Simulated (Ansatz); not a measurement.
Run report: Al₅Ru₃, geometry relaxation (part 2 of 2)

The same run, continued: Al₅Ru₃ (Pmmm, 8 atoms in the cell); DFT r2SCAN, scalar-relativistic, plane waves, PAW, no spin polarisation (Ansatz 0.2.0); cutoff 500 eV, 8×12×4 k-mesh, Gaussian smearing of 0.1 eV. The structure was made by swapping elements on the sites of another compound; it need not be a known phase. It belongs to a series of runs on one base structure; here: Ti -> Ru on all its sites, cell and atoms relaxed.

Geometry of the input (Å; fractional positions):
```
4.1770  0.0000  0.0000
0.0000  3.1029  0.0000
0.0000  0.0000  8.4085
Ru 0.0000  0.5000  0.2646
Ru 0.0000  0.5000  0.7354
Ru 0.5000  0.5000  0.0000
Al 0.0000  0.0000  0.0000
Al 0.0000  0.0000  0.5000
Al 0.5000  0.5000  0.5000
Al 0.5000  0.0000  0.2336
Al 0.5000  0.0000  0.7664
```

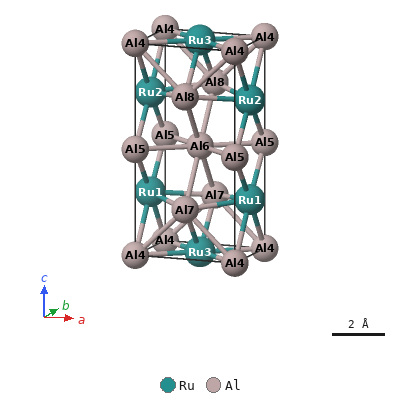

Fig. 1: The geometry at step 2 of the log (ball-and-stick view of the cell of the calculation, seen slightly off an axis; atoms are numbered from 1 in the order of the input).

What the program printed, continued
```
SCF iter   1: F=—  HF=-20379.234670 eV  |F-HF|=—  |Δ(HF+E_count)|=         —  Δρ=5.18e-5  dr2=2.03e-7  dr2_τ=6.34e-8  ethr=3.95e-7  ⟨swp⟩=3.0  Hψ=27295  notcnv=0
eigensolver tolerance schedule: the retry pair's looser diagonalisation over-reported the residual by 1221.43 of it (diagonalisation noise at 0.18 of the residual, at the tolerance the schedule requests for it); recorded, not acted on — ethr = c·dr2/N_el stays at c = 1.0e-1
preconditioner: auto → Kerker (q_TF=auto, 2.490 Å⁻¹)  [metal: Δε(μ)=0.003 eV  Ē_g=6.823 eV  σ=0.100 eV  W_gap=0.02  n_scr=22 (ndim 8)  ℏωp=22.2 eV  f_vac=0.000  D(μ)=2.20/eV (n_scr^D=10)]
SCF iter   2: F=—  HF=-20379.234675 eV  |F-HF|=—  |Δ(HF+E_count)|=   5.10e-6  Δρ=2.63e-5  dr2=4.96e-8  dr2_τ=1.51e-7  ethr=3.23e-10  ⟨swp⟩=2.1  Hψ=7434  notcnv=0
SCF iter   3: F=—  HF=-20379.234677 eV  |F-HF|=—  |Δ(HF+E_count)|=   1.72e-6  Δρ=6.92e-6  dr2=3.65e-8  dr2_τ=1.10e-8  ethr=7.87e-11  ⟨swp⟩=2.0  Hψ=6115  notcnv=0
SCF iter   4: F=—  HF=-20379.234677 eV  |F-HF|=—  |Δ(HF+E_count)|=   8.39e-8  Δρ=2.21e-6  dr2=2.22e-9  dr2_τ=1.05e-9  ethr=5.79e-11  ⟨swp⟩=2.1  Hψ=5475  notcnv=0
SCF iter   5: F=—  HF=-20379.234677 eV  |F-HF|=—  |Δ(HF+E_count)|=   5.86e-9  Δρ=1.39e-6  dr2=6.01e-10  dr2_τ=4.15e-10  ethr=3.52e-12  ⟨swp⟩=2.5  Hψ=6799  notcnv=0
SCF iter   6: F=-20379.234677 eV  HF=-20379.234677 eV  |F-HF|=7.28e-12  |Δ(HF+E_count)|=   4.65e-9  Δρ=6.85e-8  dr2=4.52e-12  dr2_τ=4.79e-13  ethr=1.00e-12  ⟨swp⟩=4.9  Hψ=14241  notcnv=0
SCF 4 converged in 6 iterations: F = -20379.234677 eV  dr2 = 4.52e-12
relax step   4: F+E_penalty+E_count = -20379.23467722 eV  Δ(F+E_penalty+E_count) = -9.592e-6 eV  max|allowed force component| = 8.807e-4 eV/Å  Δτ_max = 0.0000 Å  P = -0.013 GPa  Ω = 108.996 Å³  stress off target by 2.91e-2 GPa  SCF on the basis re-selected at this cell (its energy is not comparable with the rows above)  (6 SCF iters)
basis re-selected at this cell: Δ(F+E_penalty+E_count) = -9.592e-6 eV, ΔP = +0.000 GPa vs the last step (what re-selecting the basis moved, of the pressure what is left beyond the Pulay correction that the steps carried, after the strain that the cell walked since its last selection, with what the two solves' SCF thresholds leave and, on support functions, any second-order correction that the steps lacked; it is no measure of the basis error at this ecutwfc). This SCF's stress stands 2.91e-2 GPa from its target on what of the cell is left free (relax.cell.stress_tol is 1.00e-1 GPa) and its largest allowed force component is 8.81e-4 eV/Å (relax.f_tol is 1.00e-2 eV/Å): within both
SCF converged after 6 iterations
Free energy (F): -20379.234677 eV
Harris-Foulkes:  -20379.234677 eV  (|F-HF|=7.28e-12)
Internal energy: -20379.223687 eV  (E = F + TS)
E sigma→0 (E₀):  -20379.229182 eV
Entropy (-TS):   -0.010991 eV (-1.374 meV/atom)
Fermi energy:    14.531814 eV
--- Per-component energies (eV) ---
  E_band       = -455.382429
  E_kinetic    = 1681.086502
  E_local      = -6509.006632  (includes V_loc(G=0)·N_el)
  E_nonlocal   = 1080.781881
  E_hartree    = 2452.446314
  E_xc         = -744.385799
  E_vxc        = -969.665207  (∫ρ·V_xc dr)
  E_paw        = -12806.393203  (= ΣΔE_a)
  E_vpaw       = -707.904314  (= ΣTr[D̂ρ^β])
  E_aug_tail   = 0.000268  (compensation charges beyond the density's cutoff)
  E_vtau       = 64.432411  (kinetic-family band-sum trace: ∫τ·v_τ [+ j·A + Jᵃ·Aᵃ] dr)
  E_ewald      = -5532.519611
  E_core_change = -1.233407  (= ΣΔE_core)
  E_smearing   = -0.010991  (= −TS)
  E_closure    = 0.000000  (closes the sum)
  Σ components = -20379.234677   (vs F -20379.234677, Δ=0.00e0)
--- Forces (eV/Å), atoms counted from 1 ---
  atom   1  Ru     0.00000000     0.00000000     0.00079401
  atom   2  Ru     0.00000000    -0.00000000    -0.00079401
  atom   3  Ru     0.00000000     0.00000000     0.00000000
  atom   4  Al    -0.00000000     0.00000000     0.00000000
  atom   5  Al     0.00000000     0.00000000     0.00000000
  atom   6  Al     0.00000000     0.00000000     0.00000000
  atom   7  Al     0.00000000    -0.00000000     0.00088066
  atom   8  Al     0.00000000     0.00000000    -0.00088066
  max |Σ_I F_I| component: 1.08e-19 eV/Å
--- Stress (GPa, compression-positive) ---
       -0.029089      -0.000000       0.000000
       -0.000000      -0.018156      -0.000000
        0.000000      -0.000000       0.006816
  P = ⅓ Tr σ = -0.0135 GPa (-0.135 kbar)
--- Band table (eV; the first three rows and the last of 105) ---
  k-point 0: bands = ["-59.7390", "-59.7382", "-59.5673", "-29.0406", "-29.0263", "-29.0242", "-29.0122", "-28.9607", "-28.9597", "-28.8571", "-28.8244", "-28.8075", "3.0837", "5.6019", "5.8389", "8.4993", "10.3103", "10.5767", "10.5990", "10.8627", "10.8929", "11.8982", "12.2326", "12.3998", "12.6062", "12.6739", "12.8404", "12.9209", "13.3603", "13.4042", "13.6917", "13.8479", "15.6694", "16.8361", "17.2492", "18.2144", "18.2668", "19.8921", "20.2085", "20.3736"]
  k-point 1: bands = ["-59.7389", "-59.7383", "-59.5673", "-29.0440", "-29.0261", "-29.0203", "-29.0124", "-28.9607", "-28.9597", "-28.8576", "-28.8244", "-28.8075", "3.1814", "4.8350", "6.7904", "8.4374", "10.2493", "10.3187", "10.4947", "10.6900", "11.0686", "11.8399", "12.0003", "12.2878", "12.5426", "12.9320", "12.9832", "13.1931", "13.3362", "13.5805", "13.5847", "13.8614", "15.6343", "16.3632", "17.9195", "18.4600", "18.6182", "19.8959", "19.9022", "20.1751"]
  k-point 2: bands = ["-59.7387", "-59.7384", "-59.5673", "-29.0466", "-29.0260", "-29.0173", "-29.0126", "-28.9607", "-28.9597", "-28.8580", "-28.8244", "-28.8075", "3.3139", "4.4347", "7.5765", "8.1485", "10.1309", "10.1713", "10.2028", "10.7156", "11.3256", "11.6984", "11.7444", "12.3412", "12.5031", "12.9442", "13.1622", "13.3119", "13.4181", "13.5649", "13.7379", "13.8739", "15.5414", "16.1041", "18.6663", "18.8547", "19.1716", "19.2126", "19.8159", "19.8651"]
  k-point 104: bands = ["-59.7280", "-59.7279", "-59.5572", "-29.1081", "-29.1072", "-29.0315", "-29.0239", "-29.0060", "-29.0017", "-28.9785", "-28.8355", "-28.7880", "7.3632", "8.0565", "8.4882", "8.9162", "9.1406", "9.2289", "10.0741", "10.2012", "11.0121", "11.3718", "11.4739", "11.7241", "12.0308", "12.2562", "12.8084", "13.0943", "13.0997", "13.3224", "13.3744", "14.0420", "15.4811", "15.8233", "15.8288", "16.7363", "17.5358", "17.8175", "18.1532", "19.0084"]
--- Relaxed structure (3 steps of the walk, 3 accepted, 1 SCFs on fresh bases) ---
  F+E_penalty+E_count = -20379.23467722 eV   max|allowed force component| = 8.807e-4 eV/Å   (the final SCF, on the basis selected at the relaxed cell)
  cell:  # Å, volume = 108.9957 Å³
    - [4.170244553103952, 7.57879472995912e-34, 0.0]
    - [5.629956271860285e-34, 3.110667586103353, 3.01672493146367e-19]
    - [0.0, 8.174939041488681e-19, 8.402225686020673]
  atoms:
    - { symbol: Ru, position: [1.070045670903962e-50, 0.49999999999999994, 0.26488352954062466] }
    - { symbol: Ru, position: [1.0717140220585695e-50, 0.49999999999999994, 0.7351164704593752] }
    - { symbol: Ru, position: [0.5, 0.49999999999999994, 4.835292347945872e-21] }
    - { symbol: Al, position: [-2.105019277919665e-86, 8.485912930916256e-37, 4.835292347945876e-21] }
    - { symbol: Al, position: [0.0, -2.407412430484045e-35, 0.5] }
    - { symbol: Al, position: [0.5, 0.49999999999999994, 0.5] }
    - { symbol: Al, position: [0.5, 1.2811392623854299e-20, 0.23364434410517135] }
    - { symbol: Al, position: [0.5, -1.2811392623854335e-20, 0.7663556558948287] }
```

Trajectory as extended XYZ (Å, eV, eV/Å), 4 frames, from step=1 to step=4
```
8
Lattice="4.1770 0.0000 0.0000 0.0000 3.1029 0.0000 0.0000 0.0000 8.4085" Properties=species:S:1:pos:R:3:forces:R:3 step=1 energy=-20379.23403 pressure_GPa=0.01
Ru    0.0000    1.5515    2.2248    0.0000   0.0000   0.0191
Ru    0.0000    1.5515    6.1837    0.0000   0.0000  -0.0191
Ru    2.0885    1.5515    0.0000    0.0000   0.0000   0.0000
Al    0.0000    0.0000    0.0000    0.0000   0.0000   0.0000
Al    0.0000    0.0000    4.2043    0.0000   0.0000   0.0000
Al    2.0885    1.5515    4.2043    0.0000   0.0000   0.0000
Al    2.0885    0.0000    1.9639    0.0000   0.0000   0.0037
Al    2.0885    0.0000    6.4446    0.0000   0.0000  -0.0037
8
Lattice="4.1667 0.0000 0.0000 0.0000 3.1158 0.0000 0.0000 0.0000 8.3948" Properties=species:S:1:pos:R:3:forces:R:3 step=2 energy=-20379.23436 pressure_GPa=0.01
Ru    0.0000    1.5579    2.2230    0.0000   0.0000   0.0157
Ru    0.0000    1.5579    6.1718    0.0000   0.0000  -0.0157
Ru    2.0833    1.5579    0.0000    0.0000   0.0000   0.0000
Al    0.0000    0.0000    0.0000    0.0000   0.0000   0.0000
Al    0.0000    0.0000    4.1974    0.0000   0.0000   0.0000
Al    2.0833    1.5579    4.1974    0.0000   0.0000   0.0000
Al    2.0833    0.0000    1.9608    0.0000   0.0000   0.0121
Al    2.0833    0.0000    6.4339    0.0000   0.0000  -0.0121
8
Lattice="4.1702 0.0000 0.0000 0.0000 3.1107 0.0000 0.0000 0.0000 8.4022" Properties=species:S:1:pos:R:3:forces:R:3 step=3 energy=-20379.23467 pressure_GPa=-0.01
Ru    0.0000    1.5553    2.2256    0.0000   0.0000   0.0008
Ru    0.0000    1.5553    6.1766    0.0000   0.0000  -0.0008
Ru    2.0851    1.5553    0.0000    0.0000   0.0000   0.0000
Al    0.0000    0.0000    0.0000    0.0000   0.0000   0.0000
Al    0.0000    0.0000    4.2011    0.0000   0.0000   0.0000
Al    2.0851    1.5553    4.2011    0.0000   0.0000   0.0000
Al    2.0851    0.0000    1.9631    0.0000   0.0000   0.0010
Al    2.0851    0.0000    6.4391    0.0000   0.0000  -0.0010
8
Lattice="4.1702 0.0000 0.0000 0.0000 3.1107 0.0000 0.0000 0.0000 8.4022" Properties=species:S:1:pos:R:3:forces:R:3 step=4 energy=-20379.23468 pressure_GPa=-0.01
Ru    0.0000    1.5553    2.2256    0.0000   0.0000   0.0008
Ru    0.0000    1.5553    6.1766    0.0000   0.0000  -0.0008
Ru    2.0851    1.5553    0.0000    0.0000   0.0000   0.0000
Al    0.0000    0.0000    0.0000    0.0000   0.0000   0.0000
Al    0.0000    0.0000    4.2011    0.0000   0.0000   0.0000
Al    2.0851    1.5553    4.2011    0.0000   0.0000   0.0000
Al    2.0851    0.0000    1.9631    0.0000   0.0000   0.0009
Al    2.0851    0.0000    6.4391    0.0000   0.0000  -0.0009
```

Summary

```csv
quantity,value
outcome,converged
space group (tolerance 0.01 Å),Pmmm (47)
electrons treated,63
free energy,−20379.2347 eV
Fermi energy,14.532 eV
gap on the k-point mesh,none (metallic)
pressure,−0.01 GPa
final volume,109.00 Å³
largest force (length of the vector) at the end,0.001 eV/Å
final cell,"a = 4.170 Å, b = 3.111 Å, c = 8.402 Å, α = 90.00°, β = 90.00°, γ = 90.00°"
hardware,"2 threads of Oxide Virtual Turin-like (Zen 5), 32 GiB of memory available, shared host"
wall time,70 s (CPU time 2.2 min)
peak memory,0.89 GiB
```
